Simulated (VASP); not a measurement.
# Which face does Nb expose?

Aim: compare the low-index faces of Nb at one level of theory.

Program: VASP 6.6.1. Level of theory: r2SCAN; plane waves and PAW (Nb_pv). Results are calculated unless marked as measured.

## Step 1: The starting structure

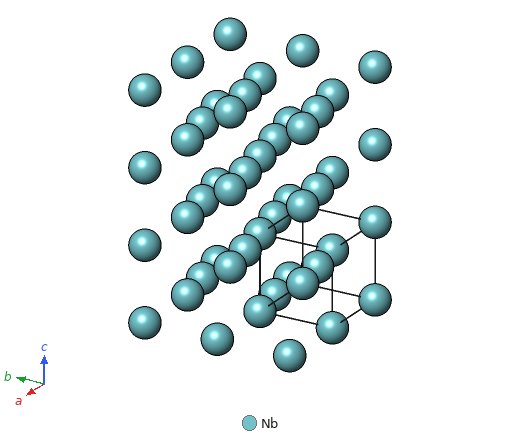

Start, viewed from a free direction; niobium teal. 2×2×3 cells are drawn. This picture shows the conventional cell, with its axes. Some periodic images of atoms are drawn too.

As a file:

```xyz
1
Lattice="-1.6500 1.6500 1.6500 1.6500 -1.6500 1.6500 1.6500 1.6500 -1.6500" Properties=species:S:1:pos:R:3 pbc="T T T"
Nb    0.0000    0.0000    0.0000
```

## Step 2: The bulk reference, job relaxation, k-mesh 16×16×16

The bulk crystal is relaxed first, so that the slabs are cut at this functional's lattice.

INCAR

```
SYSTEM = Nb
PREC = Accurate
ENCUT = 420
EDIFF = 1E-06
NELM = 120
ISMEAR = 1
SIGMA = 0.15
LREAL = .FALSE.
ALGO = Normal
METAGGA = R2SCAN
LASPH = .TRUE.
NBANDS = 11
LORBIT = 11
LWAVE = .FALSE.
LCHARG = .FALSE.
KPAR = 4
IBRION = 2
NSW = 30
ISIF = 3
EDIFFG = -0.01
POTIM = 0.4
```

POSCAR

```
Nb
1.0
   -1.6500000000      1.6500000000      1.6500000000
    1.6500000000     -1.6500000000      1.6500000000
    1.6500000000      1.6500000000     -1.6500000000
Nb
1
Direct
    0.0000000000      0.0000000000      0.0000000000
```

KPOINTS

```
Automatic mesh
0
Gamma
16 16 16
0 0 0
```

The projector-augmented-wave data sets are Nb_pv (PBE family, release 64).

Command:

```console
$ mpirun -np 4 vasp_std
```

What it wrote:

```text
[banner, memory and clock lines left out]
running    4 mpi-ranks, on    1 nodes
 distrk:  each k-point on    1 cores,    4 groups
 distr:  one band on    1 cores,    1 groups

 POSCAR found type information on POSCAR Nb
 POSCAR found :  1 types and       1 ions
|                                                                             |
|               ----> ADVICE to this user running VASP <----                  |
|                                                                             |
|     You enforced a specific xc type in the INCAR file but a different       |
|     [... a line on the potential file left out ...]
|     I HOPE YOU KNOW WHAT YOU ARE DOING!                                     |
|                                                                             |

 LDA part: xc-table for (None), standard interpolation
 POSCAR, INCAR and KPOINTS ok, starting setup
 FFT: planning ... GRIDC
 FFT: planning ... GRID_SOFT
 FFT: planning ... GRID
 WAVECAR not read
 entering main loop
       N       E                     dE             d eps       ncg     rms          rms(c)
DAV:   1     0.469710058930E+02    0.46971E+02   -0.55271E+03  3286   0.885E+02
DAV:   2    -0.260661044560E+02   -0.73037E+02   -0.69089E+02  3267   0.309E+02
DAV:   3    -0.279543204135E+02   -0.18882E+01   -0.17802E+01  4493   0.519E+01
DAV:   4    -0.279751026361E+02   -0.20782E-01   -0.20734E-01  4239   0.366E+00
DAV:   5    -0.279752374327E+02   -0.13480E-03   -0.13478E-03  3942   0.289E-01    0.259E+01
DAV:   6    -0.247625708856E+02    0.32127E+01   -0.15300E+00  5040   0.211E+01    0.758E+00
DAV:   7    -0.247218488799E+02    0.40722E-01   -0.11614E-01  5022   0.546E+00    0.158E+00
DAV:   8    -0.247220090068E+02   -0.16013E-03   -0.19782E-02  4983   0.216E+00    0.816E-01
DAV:   9    -0.247218151030E+02    0.19390E-03   -0.42675E-03  4890   0.957E-01    0.213E-01
DAV:  10    -0.247217544070E+02    0.60696E-04   -0.17546E-04  4986   0.215E-01    0.152E-02
DAV:  11    -0.247217391644E+02    0.15243E-04   -0.10369E-05  4594   0.426E-02    0.429E-03
DAV:  12    -0.247217409304E+02   -0.17660E-05   -0.28579E-07  1928   0.905E-03    0.245E-03
DAV:  13    -0.247217417778E+02   -0.84738E-06   -0.54608E-08  1829   0.259E-03
   1 F= -.24721742E+02 E0= -.24721808E+02  d E =-.247217E+02
 curvature:   0.00 expect dE= 0.000E+00 dE for cont linesearch  0.000E+00
 trial: gam= 0.00000 g(F)=  0.000E+00 g(S)=  0.144E-01 ort = 0.000E+00 (trialstep = 0.100E+01)
 search vector abs. value=  0.144E-01
 bond charge predicted
       N       E                     dE             d eps       ncg     rms          rms(c)
DAV:   1    -0.248344468312E+02   -0.11271E+00   -0.26146E+00  3343   0.214E+01    0.496E+00
DAV:   2    -0.247340513420E+02    0.10040E+00   -0.13716E-01  4860   0.622E+00    0.107E+00
DAV:   3    -0.247185639997E+02    0.15487E-01   -0.33905E-02  5109   0.305E+00    0.667E-01
DAV:   4    -0.247191460918E+02   -0.58209E-03   -0.14261E-03  4647   0.622E-01    0.135E-01
DAV:   5    -0.247191507108E+02   -0.46191E-05   -0.30884E-05  3829   0.618E-02    0.113E-02
DAV:   6    -0.247191521855E+02   -0.14746E-05   -0.12004E-06  2928   0.107E-02    0.189E-03
DAV:   7    -0.247191529033E+02   -0.71782E-06   -0.29057E-07  1754   0.816E-03
   2 F= -.24719153E+02 E0= -.24719437E+02  d E =0.258887E-02
 trial-energy change:    0.002589  1 .order    0.002401   -0.014355    0.019157
 step:   0.4202(harm=  0.4284)  dis= 0.00000  next Energy=   -24.724743 (dE=-0.300E-02)
 bond charge predicted
       N       E                     dE             d eps       ncg     rms          rms(c)
DAV:   1    -0.247631660939E+02   -0.44014E-01   -0.84863E-01  3569   0.120E+01    0.304E+00
DAV:   2    -0.247300333842E+02    0.33133E-01   -0.42047E-02  4878   0.352E+00    0.611E-01
DAV:   3    -0.247245197688E+02    0.55136E-02   -0.11408E-02  5097   0.178E+00    0.434E-01
DAV:   4    -0.247246999845E+02   -0.18022E-03   -0.45522E-04  4781   0.364E-01    0.127E-01
DAV:   5    -0.247247190686E+02   -0.19084E-04   -0.14572E-05  4175   0.431E-02    0.657E-03
DAV:   6    -0.247247166161E+02    0.24525E-05   -0.46083E-07  2250   0.666E-03    0.787E-04
DAV:   7    -0.247247161176E+02    0.49849E-06   -0.57137E-08  1754   0.332E-03
   3 F= -.24724716E+02 E0= -.24724883E+02  d E =-.297434E-02
 curvature:  -0.21 expect dE=-0.113E-07 dE for cont linesearch -0.113E-07
 trial: gam= 0.00000 g(F)=  0.103E-62 g(S)=  0.526E-07 ort =-0.275E-04 (trialstep = 0.884E+00)
 search vector abs. value=  0.527E-07
 reached required accuracy - stopping structural energy minimisation
```

Run time: 31 s. Hardware: 4 MPI ranks of AMD EPYC 9R45, shared host; peak memory 0.51 GiB; 2 min of CPU time.

Lines that name or quote the potential files are left out of all logs, and their timing lines are given in words.

OUTCAR, selected parts (step 2):

```text
ion  position               nearest neighbor table
   1  0.000  0.000  0.000-

  LATTYP: Found a body centered cubic cell.
 ALAT       =     3.3000000000

 Subroutine GETGRP returns: Found 48 space group operations
 (whereof 48 operations were pure point group operations)

The static configuration has the point symmetry O_h .

 Found    145 irreducible k-points:

   k-points           NKPTS =    145   k-points in BZ     NKDIM =    145   number of bands    NBANDS=     11

   dimension x,y,z NGX =    20 NGY =   20 NGZ =   20
   dimension x,y,z NGXF=    40 NGYF=   40 NGZF=   40

   ENCUT  =  420.0 eV  30.87 Ry    5.56 a.u.   4.78  4.78  4.78*2*pi/ulx,y,z

   NELECT =      11.0000    total number of electrons

 k-points in reciprocal lattice and weights: Automatic mesh
   0.00000000  0.00000000  0.00000000       0.000
   0.06250000  0.00000000  0.00000000       0.003
   0.12500000  0.00000000  0.00000000       0.003
   0.18750000  0.00000000  0.00000000       0.003
   0.25000000  0.00000000  0.00000000       0.003
   0.31250000  0.00000000  0.00000000       0.003
   0.37500000  0.00000000  0.00000000       0.003
   0.43750000  0.00000000  0.00000000       0.003
   0.50000000  0.00000000  0.00000000       0.001
[...]
0.50000000  0.50000000  0.43750000       0.003
   0.50000000  0.50000000  0.50000000       0.000

 average (electrostatic) potential at core
       1 -39.6210

 E-fermi :   4.8422

 k-point     1 :       0.0000    0.0000    0.0000
  band No.  band energies     occupation
      1     -25.9276      2.00000
      2     -25.9276      2.00000
      3     -25.9276      2.00000
      4      -1.4572      2.00000
      5       5.2571     -0.00065
      6       5.2571     -0.00065
      7       5.2571     -0.00065
      8       8.3368      0.00000
      9       8.3368      0.00000
    ...

 k-point     2 :       0.0625    0.0000    0.0000
  band No.  band energies     occupation
      1     -25.9854      2.00000
      2     -25.9448      2.00000
      3     -25.9281      2.00000
      4      -1.2889      2.00000
      5       5.1549     -0.01205
      6       5.2336     -0.00140
      7       5.4185     -0.00000
      8       8.1846      0.00000
      9       8.3394      0.00000
    ...

 k-point     3 :       0.1250    0.0000    0.0000
  band No.  band energies     occupation
      1     -26.1476      2.00000
      2     -25.9934      2.00000
      3     -25.9295      2.00000
      4      -0.8124      2.00000
      5       4.8769      0.62000
      6       5.1277     -0.02157
      7       5.8943     -0.00000
      8       7.8818      0.00000
      9       8.3560      0.00000
     10      21.3915      0.00000
    ...

  Total       -0.0006740     -0.0006740     -0.0006740      0.0000000      0.0000000      0.0000000
  in kB       -0.0590802     -0.0590802     -0.0590802      0.0000000      0.0000000      0.0000000
  external PRESSURE =      -0.0590802 kB  Pullay stress =       0.0000000 kB

  energy-cutoff  :      420.00
  volume of cell :       18.28
      direct lattice vectors                 reciprocal lattice vectors
    -1.659420960  1.659420960  1.659420960     0.000000000  0.301309922  0.301309922
     1.659420960 -1.659420960  1.659420960     0.301309922  0.000000000  0.301309922
     1.659420960  1.659420960 -1.659420960     0.301309922  0.301309922  0.000000000

 POSITION                                       TOTAL-FORCE (eV/Angst)
 -----------------------------------------------------------------------------------
      0.00000      0.00000      0.00000        -0.000000     -0.000000      0.000000
 -----------------------------------------------------------------------------------
    total drift:                                0.000000      0.000000      0.000000

  FREE ENERGIE OF THE ION-ELECTRON SYSTEM (eV)
  ---------------------------------------------------
  free  energy   TOTEN  =       -24.7247161176 eV

  energy  without entropy=      -24.7252157710  energy(sigma->0) =      -24.72488267

 reached required accuracy - stopping structural energy minimisation

 total charge
# of ion       s       p       d       tot
------------------------------------------
    1        0.428   6.303   3.131   9.862

[... 3 further parts left out ...]
```

CONTCAR:

```
Nb
   1.00000000000000
    -1.6594209598738789    1.6594209598738789    1.6594209598738789
     1.6594209598738789   -1.6594209598738789    1.6594209598738789
     1.6594209598738789    1.6594209598738789   -1.6594209598738789
  Nb
     1
Direct
     0.0000000000000000    0.0000000000000000    0.0000000000000000
```

This run has no spin polarisation. Its electron count is odd, so without a moment it is a metal by construction. The PAW data sets were made with PBE, which is usual practice but a small mismatch for other functionals. The run keeps the 48 symmetry operations of its start, so it cannot find a distortion of lower symmetry.

Relaxation path:

```
step  energy less that of the first step (eV)  largest force (eV/Å)  pressure (GPa)  volume (Å³)
   1                                   0.0000                0.0000            3.14        17.97
   2                                   0.0026                0.0000           -4.02        18.71
   3                                  -0.0030                0.0000           -0.01        18.28
```

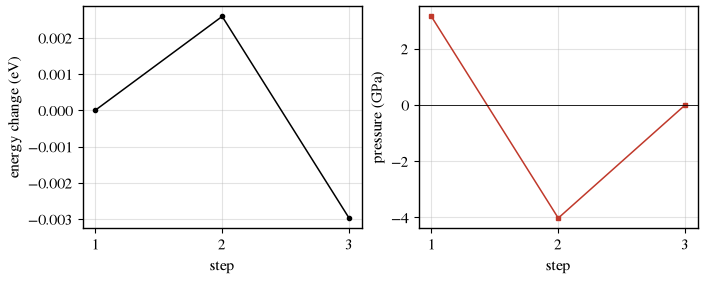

Energy and pressure along the relaxation.

```
conventional cell, symmetrised  before  after  change
                         a (Å)   3.300  3.319  +0.6 %
                         b (Å)   3.300  3.319  +0.6 %
                         c (Å)   3.300  3.319  +0.6 %
              volume (Å³/atom)   17.97  18.28  +1.7 %
```

The relaxed structure:

```xyz
1
Lattice="-1.6594 1.6594 1.6594 1.6594 -1.6594 1.6594 1.6594 1.6594 -1.6594" Properties=species:S:1:pos:R:3 pbc="T T T"
Nb    0.0000    0.0000    0.0000
```

This step gave:

- electronic cycles: 27
- electrons: 11
- free energy (TOTEN): -24.72 eV
- energy at zero smearing: -24.72 eV
- Fermi energy: 4.842 eV
- metallic: yes

The run ended after 3 ionic steps, 0.003 eV below its first step, once forces and stress met EDIFFG = -0.01.

Energy at zero smearing: -24.72488 eV.

## Step 3: The bulk reference, job self-consistent run, k-mesh 20×20×20

INCAR

```
SYSTEM = Nb
PREC = Normal
ENCUT = 320
EDIFF = 1E-06
NELM = 120
ISMEAR = 1
SIGMA = 0.15
LREAL = .FALSE.
ALGO = Normal
METAGGA = R2SCAN
LASPH = .TRUE.
NBANDS = 11
LORBIT = 11
LWAVE = .FALSE.
LCHARG = .FALSE.
KPAR = 4
```

POSCAR

```
Nb
1.0
   -1.6594209599      1.6594209599      1.6594209599
    1.6594209599     -1.6594209599      1.6594209599
    1.6594209599      1.6594209599     -1.6594209599
Nb
1
Direct
    0.0000000000      0.0000000000      0.0000000000
```

KPOINTS

```
Automatic mesh
0
Gamma
20 20 20
0 0 0
```

Command:

```console
$ mpirun -np 4 vasp_std
```

What it wrote:

```text
[banner, memory and clock lines left out]
running    4 mpi-ranks, on    1 nodes
 distrk:  each k-point on    1 cores,    4 groups
 distr:  one band on    1 cores,    1 groups

 POSCAR found type information on POSCAR Nb
 POSCAR found :  1 types and       1 ions
 [... a notice as in an earlier step ...]

 LDA part: xc-table for (None), standard interpolation
 POSCAR, INCAR and KPOINTS ok, starting setup
 FFT: planning ... GRIDC
 FFT: planning ... GRID_SOFT
 FFT: planning ... GRID
 WAVECAR not read
 entering main loop
       N       E                     dE             d eps       ncg     rms          rms(c)
DAV:   1     0.261565110584E+02    0.26157E+02   -0.48763E+03  6398   0.726E+02
DAV:   2    -0.269989116123E+02   -0.53155E+02   -0.50412E+02  5814   0.251E+02
DAV:   3    -0.279865461426E+02   -0.98763E+00   -0.96419E+00  8065   0.372E+01
DAV:   4    -0.279939767751E+02   -0.74306E-02   -0.74259E-02  7301   0.231E+00
DAV:   5    -0.279940403953E+02   -0.63620E-04   -0.63618E-04  7019   0.212E-01    0.253E+01
DAV:   6    -0.247636453886E+02    0.32304E+01   -0.15420E+00  8901   0.207E+01    0.746E+00
DAV:   7    -0.247214015170E+02    0.42244E-01   -0.12130E-01  8877   0.548E+00    0.153E+00
DAV:   8    -0.247214947977E+02   -0.93281E-04   -0.18349E-02  8758   0.203E+00    0.751E-01
DAV:   9    -0.247213339098E+02    0.16089E-03   -0.43374E-03  8596   0.943E-01    0.220E-01
DAV:  10    -0.247212648987E+02    0.69011E-04   -0.18615E-04  8790   0.216E-01    0.131E-02
DAV:  11    -0.247212496029E+02    0.15296E-04   -0.11643E-05  8138   0.429E-02    0.395E-03
DAV:  12    -0.247212516942E+02   -0.20913E-05   -0.28474E-07  3443   0.882E-03    0.257E-03
DAV:  13    -0.247212526698E+02   -0.97555E-06   -0.51711E-08  3173   0.245E-03
   1 F= -.24721253E+02 E0= -.24721493E+02  d E =0.720918E-03
```

Wall time 10 s (4 MPI ranks); peak memory 0.4 GiB.

From OUTCAR (step 3):

```text
  LATTYP: Found a body centered cubic cell.
 ALAT       =     3.3188419198

The static configuration has the point symmetry O_h .

 Found    256 irreducible k-points:

   k-points           NKPTS =    256   k-points in BZ     NKDIM =    256   number of bands    NBANDS=     11

   dimension x,y,z NGX =    14 NGY =   14 NGZ =   14
   dimension x,y,z NGXF=    28 NGYF=   28 NGZF=   28

   ENCUT  =  320.0 eV  23.52 Ry    4.85 a.u.   4.19  4.19  4.19*2*pi/ulx,y,z

   NELECT =      11.0000    total number of electrons

 E-fermi :   4.8439

 k-point     1 :       0.0000    0.0000    0.0000
  band No.  band energies     occupation
      1     -25.9326      2.00000
      2     -25.9326      2.00000
      3     -25.9326      2.00000
      4      -1.4544      2.00000
      5       5.2558     -0.00072
      6       5.2558     -0.00072
      7       5.2558     -0.00072
      8       8.3338      0.00000
      9       8.3338      0.00000
    ...

 k-point     2 :       0.0500    0.0000    0.0000
  band No.  band energies     occupation
      1     -25.9698      2.00000
      2     -25.9437      2.00000
      3     -25.9329      2.00000
      4      -1.3462      2.00000
      5       5.1898     -0.00528
      6       5.2412     -0.00116
      7       5.3588     -0.00001
      8       8.2330      0.00000
      9       8.3351      0.00000
    ...

  Total       -0.0340861     -0.0340861     -0.0340861     -0.0000000     -0.0000000     -0.0000000
  in kB       -2.9878478     -2.9878478     -2.9878478     -0.0000000     -0.0000000     -0.0000000
  external PRESSURE =      -2.9878478 kB  Pullay stress =       0.0000000 kB

  energy-cutoff  :      320.00
  volume of cell :       18.28
      direct lattice vectors                 reciprocal lattice vectors
    -1.659420960  1.659420960  1.659420960     0.000000000  0.301309922  0.301309922
     1.659420960 -1.659420960  1.659420960     0.301309922  0.000000000  0.301309922
     1.659420960  1.659420960 -1.659420960     0.301309922  0.301309922  0.000000000

 POSITION                                       TOTAL-FORCE (eV/Angst)
 -----------------------------------------------------------------------------------
      0.00000      0.00000      0.00000         0.000000      0.000000     -0.000000
 -----------------------------------------------------------------------------------
    total drift:                               -0.000000     -0.000000      0.000000

  FREE ENERGIE OF THE ION-ELECTRON SYSTEM (eV)
  ---------------------------------------------------
  free  energy   TOTEN  =       -24.7212526698 eV

  energy  without entropy=      -24.7219735875  energy(sigma->0) =      -24.72149298

 total charge
# of ion       s       p       d       tot
------------------------------------------
    1        0.427   6.304   3.136   9.868

[... 2 parts as in an earlier step ...]

[... 6 further parts left out ...]
```

This step gave:

- electronic cycles: 13
- Fermi energy: 4.844 eV

Energy at zero smearing: -24.72149 eV.

The run ends at a pressure of -0.30 GPa.

[end of part 1 of 6]

[Lines on the potential files, build, host, timing and source positions are cut from VASP's logs without a mark.]

[Logs are printed without paths, hosts, clocks, repeated set-up lines and the standing remarks that a program may print on its own settings, such as how far it seeks lower states.]

[Hosts, paths, dates, database ids (printed as entryN), source tags and the programs' standing remarks are cut or masked in the printed files.]

[Runs that stopped without an error message from VASP are left out.]
